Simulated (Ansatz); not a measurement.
# Single-point calculation, with input and output: TiCo

The run: single-point calculation of TiCo (R-3m, 2 atoms in the cell). Method and program: DFT r2SCAN, scalar-relativistic, plane waves, PAW, no spin polarisation (Ansatz 0.2.0).

The structure was built on a prototype by a generator; it need not be a known phase. It belongs to a series of runs on one base structure; here: no spin polarisation. Figures and captions count atoms from 1; the log counts them from 0 in places.

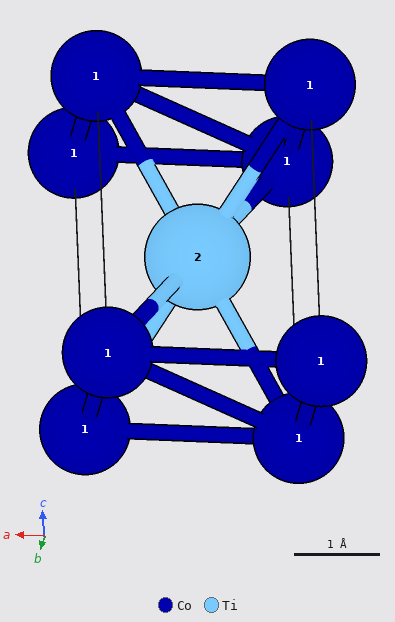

The structure as given in the input (ball-and-stick view of the reduced cell, seen at an oblique angle; atoms are numbered from 1 in the order of the input). An atom can appear more than once, as a periodic image.

Key numbers

- outcome: converged
- space group (tolerance 0.01 Å): R-3m (166)
- electrons treated: 29
- free energy: −7635.7753 eV
- Fermi energy: 15.927 eV
- gap on the k-point mesh: none (metallic)
- pressure: −4.48 GPa
- largest force (length of the vector): under 0.001 eV/Å
- hardware: 1 thread of Intel Xeon (Granite Rapids), 192 GiB of memory available, shared host
- wall time: 18 s
- peak memory: 0.67 GiB

Notes

The run has no spin polarisation, so a magnetic state may lie lower.

Input
```yaml
crystal:
  lattice:
    - [1.5616395822, 1.5616395822, 3.5762512557]
    - [1.5616395822, 3.5762512557, 1.5616395822]
    - [3.5762512557, 1.5616395822, 1.5616395822]
  atoms:
    - { symbol: Co, position: [0.0, 0.0, 0.0] }
    - { symbol: Ti, position: [0.5, 0.5, 0.5] }
basis:
  ecutwfc: 500
kpoints:
  mp_grid: { grid: [18, 18, 18] }
hamiltonian:
  xc: r2scan
scf:
  occupations: { method: gaussian, width: 0.1 }
  lower_state_search: "off"
output:
  forces: true
  stress: true
  eigenvalues: true
```

Command:
```bash
ansatz run input.yaml --threads 1 --pin off --max-ram 2560MiB --backend cpu --events-out ev --progress --plain --runs-dir out
```

The program's output
```
basis.fft_grid_basis auto: the FFT boxes are laid along the combinations [[1, 0, -1], [0, 1, -1], [0, 0, 1]] of the cell's own vectors, 2.849, 2.849 and 4.203 Å long. The dense box has 24×24×32 points. Along the cell's own vectors, as sized, it would have 32×32×32, 1.78 times as many. Of the 12 symmetry operations that the crystal satisfies within crystal.symmetry.tolerance (time reversal apart; of a slab, those that keep its plane) the dense box along the cell's own vectors carries 12, and the one as laid loses 8 of those. basis.fft_grid_basis: typed keeps the cell's own vectors: state it where this run's energies or levels are differenced outside the engine with another run's, or held beside a run that keeps those vectors.
Engine: ansatz 0.2.0, x86_64-unknown-linux-gnu
Pseudopotentials: kind: paw
Pseudopotential: Co, paw, valence charge 17, recommended cutoff 500 eV (meta_gga), Co.paw.azcp
Pseudopotential: Ti, paw, valence charge 12, recommended cutoff 500 eV (meta_gga), Ti.paw.azcp
Functional definition: r2SCAN
  parameter k0 = 0.174
  parameter k1 = 0.065
  parameter a1 = 4.9479
  exchange = r2scan_x(k0 = k0, k1 = k1, a1 = a1)
  correlation = r2scan_c
Crystal: 2 atoms, lattice volume = 27.191 Å³
Basis set: ecut = 500 eV, 693 PW (Γ), FFT grids on a1−a3, a2−a3, a3, exchange–correlation on 96×96×128 points (64 copies of the dense FFT grid, shifted against one another)
Bands: 19, of which v1, the nominal top of the filled ones, is band 15 counted from 1 (14 counted from 0)
Symmetry: 12 space group operations
Space group: R-3m (ITA 166), of the structure as read, at distance tolerance 3.0e-5 Å
k-points: 580 of 5832
Non-local potential: Co, projectors of the file, l = 0: 3, l = 1: 2, l = 2: 3, l = 3: 1
Non-local potential: Ti, projectors of the file, l = 0: 3, l = 1: 2, l = 2: 3, l = 3: 1
PAW form: soft (Blöchl's): semilocal exchange-correlation on the pseudo side does not see the compensation charge
PAW frozen core: Co, regenerated for the run's functional (the file was generated under x = pbe(κ = 0.804, μ = 0.2195149727645171), c = pbe(β = 0.06672455060314922))
PAW frozen core: Ti, regenerated for the run's functional (the file was generated under x = pbe(κ = 0.804, μ = 0.2195149727645171), c = pbe(β = 0.06672455060314922))
PAW one-centre angular grid: Co, 590 points (default); XC on 160 Gauss nodes
PAW one-centre angular grid: Ti, 590 points (default); XC on 160 Gauss nodes
Initial density: superposition of atomic densities (neutral atoms: chi_scale 0, normalization atom), corrected by the library's trained network
Initial wavefunctions: pseudopotential atomic-orbital guess
Functional: x = r2scan, c = r2scan; τ floored in thin density (d = 2e-4 eV/Å³)
SCF iter   1: F=-7634.268076 eV  HF=-7635.796516 eV  |F-HF|=1.53e0  |Δ(HF+E_count)|=         —  Δρ=8.09e-2  dr2=1.81e0  dr2_τ=5.62e-2  ethr=1.77e-3  ⟨swp⟩=3.6  Hψ=44421  notcnv=0
preconditioner: auto → none  [metal: Δε(μ)=0.002 eV  Ē_g=4.407 eV  σ=0.100 eV  W_gap=0.01  n_scr=8 (ndim 8)  ℏωp=25.7 eV  f_vac=0.000  D(μ)=1.88/eV (n_scr^D=22)  sad-step TF]
SCF iter   2: F=-7623.144603 eV  HF=-7636.384163 eV  |F-HF|=1.32e1  |Δ(HF+E_count)|=   5.88e-1  Δρ=2.45e-1  dr2=1.44e1  dr2_τ=2.20e-1  ethr=1.77e-3  ⟨swp⟩=2.6  Hψ=29558  notcnv=0  defer=74  recentre
SCF iter   3: F=-7635.684000 eV  HF=-7635.779690 eV  |F-HF|=9.57e-2  |Δ(HF+E_count)|=   6.04e-1  Δρ=2.08e-2  dr2=1.16e-1  dr2_τ=1.52e-3  ethr=1.77e-3  ⟨swp⟩=2.5  Hψ=21805  notcnv=0  defer=71
SCF iter   4: F=-7635.773600 eV  HF=-7635.774481 eV  |F-HF|=8.81e-4  |Δ(HF+E_count)|=   5.21e-3  Δρ=3.96e-3  dr2=2.45e-3  dr2_τ=2.97e-4  ethr=4.00e-4  ⟨swp⟩=2.0  Hψ=19121  notcnv=0  defer=68
SCF iter   5: F=-7635.767000 eV  HF=-7635.775597 eV  |F-HF|=8.60e-3  |Δ(HF+E_count)|=   1.12e-3  Δρ=6.31e-3  dr2=1.04e-2  dr2_τ=1.90e-4  ethr=8.44e-6  ⟨swp⟩=2.4  Hψ=18264  notcnv=0  defer=68
SCF iter   6: F=-7635.775124 eV  HF=-7635.775329 eV  |F-HF|=2.05e-4  |Δ(HF+E_count)|=   2.68e-4  Δρ=9.72e-4  dr2=2.67e-4  dr2_τ=7.61e-6  ethr=8.44e-6  ⟨swp⟩=1.5  Hψ=13895  notcnv=0  defer=68
SCF iter   7: F=-7635.775251 eV  HF=-7635.775320 eV  |F-HF|=6.99e-5  |Δ(HF+E_count)|=   8.17e-6  Δρ=5.74e-4  dr2=8.35e-5  dr2_τ=1.78e-6  ethr=9.19e-7  ⟨swp⟩=1.2  Hψ=13412  notcnv=0  defer=68
SCF iter   8: F=-7635.775271 eV  HF=-7635.775315 eV  |F-HF|=4.37e-5  |Δ(HF+E_count)|=   5.79e-6  Δρ=4.49e-4  dr2=5.12e-5  dr2_τ=1.07e-6  ethr=2.88e-7  ⟨swp⟩=1.0  Hψ=10969  notcnv=0  defer=68
SCF iter   9: F=-7635.775311 eV  HF=-7635.775313 eV  |F-HF|=1.81e-6  |Δ(HF+E_count)|=   1.93e-6  Δρ=8.98e-5  dr2=2.12e-6  dr2_τ=5.41e-8  ethr=1.77e-7  ⟨swp⟩=1.0  Hψ=10952  notcnv=0  defer=68
SCF iter  10: F=-7635.775313 eV  HF=-7635.775313 eV  |F-HF|=2.29e-8  |Δ(HF+E_count)|=   7.74e-8  Δρ=1.04e-5  dr2=2.87e-8  dr2_τ=5.77e-10  ethr=3.45e-10  ⟨swp⟩=3.6  Hψ=41464  notcnv=0
SCF 1 converged in 10 iterations: F = -7635.775313 eV  dr2 = 2.87e-8
  greatest PAW one-centre occupation: 1.002 electrons in one spin orbital (limit 2), on the Co atom at site 0 (counted from 0), in its partial waves of l = 1
```

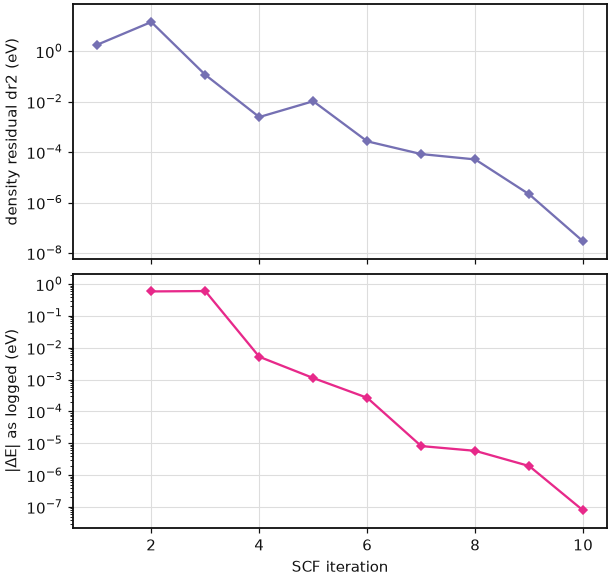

Convergence of the self-consistent field: density residual dr2 and size of the energy change against the SCF iteration. The residual falls unevenly and jumps up by a factor of two or more 2 times on the way down.

```
SCF converged after 10 iterations
Free energy (F): -7635.775313 eV
Harris-Foulkes:  -7635.775313 eV  (|F-HF|=2.29e-8)
Internal energy: -7635.765081 eV  (E = F + TS)
E sigma→0 (E₀):  -7635.770197 eV
Entropy (-TS):   -0.010232 eV (-5.116 meV/atom)
Fermi energy:    15.927263 eV
--- Per-component energies (eV) ---
  E_band       = -448.624961
  E_kinetic    = 730.502285
  E_local      = -3972.040166  (includes V_loc(G=0)·N_el)
  E_nonlocal   = 463.904710
  E_hartree    = 1679.770824
  E_xc         = -250.984522
  E_vxc        = -363.696790  (∫ρ·V_xc dr)
  E_paw        = -2581.941218  (= ΣΔE_a)
  E_vpaw       = -690.915324  (= ΣTr[D̂ρ^β])
  E_aug_tail   = 0.000126  (compensation charges beyond the density's cutoff)
  E_vtau       = 24.087927  (kinetic-family band-sum trace: ∫τ·v_τ [+ j·A + Jᵃ·Aᵃ] dr)
  E_ewald      = -3704.428455
  E_core_change = -0.548663  (= ΣΔE_core)
  E_smearing   = -0.010232  (= −TS)
  E_closure    = -0.000000  (closes the sum)
  Σ components = -7635.775313   (vs F -7635.775313, Δ=0.00e0)
--- Forces (eV/Å), atoms counted from 1 ---
  atom   1  Co    -0.00000000     0.00000000    -0.00000000
  atom   2  Ti     0.00000000    -0.00000000     0.00000000
  max |Σ_I F_I| component: 2.31e-29 eV/Å
--- Stress (GPa, compression-positive) ---
       -4.479608      -2.135982      -2.135982
       -2.135982      -4.479608      -2.135982
       -2.135982      -2.135982      -4.479608
  P = ⅓ Tr σ = -4.4796 GPa (-44.796 kbar)
--- Band table (eV; the first three rows and the last of 580) ---
  k-point 0: bands = ["-82.3247", "-44.3258", "-44.0572", "-44.0572", "-43.2905", "-18.5381", "-18.1200", "-18.1200", "8.1225", "12.2310", "14.0938", "14.0938", "14.4519", "14.4519", "16.4799", "17.6647", "17.6647", "18.4419", "19.2410"]
  k-point 1: bands = ["-82.3245", "-44.3256", "-44.0595", "-44.0577", "-43.2867", "-18.5356", "-18.1403", "-18.1246", "8.2195", "12.2892", "14.0770", "14.1140", "14.4019", "14.4823", "16.4939", "17.5518", "17.7102", "18.0343", "19.1999"]
  k-point 2: bands = ["-82.3240", "-44.3252", "-44.0659", "-44.0590", "-43.2757", "-18.5282", "-18.1985", "-18.1376", "8.5060", "12.4568", "14.0294", "14.1710", "14.2630", "14.5717", "16.5046", "17.1815", "17.6268", "17.8466", "19.0805"]
  k-point 579: bands = ["-82.3247", "-44.3567", "-44.0572", "-44.0572", "-43.2554", "-18.5732", "-18.1223", "-18.1223", "10.4489", "11.2101", "14.3602", "14.5813", "14.5813", "14.9463", "14.9463", "16.8252", "16.8738", "16.8738", "18.5363"]
```
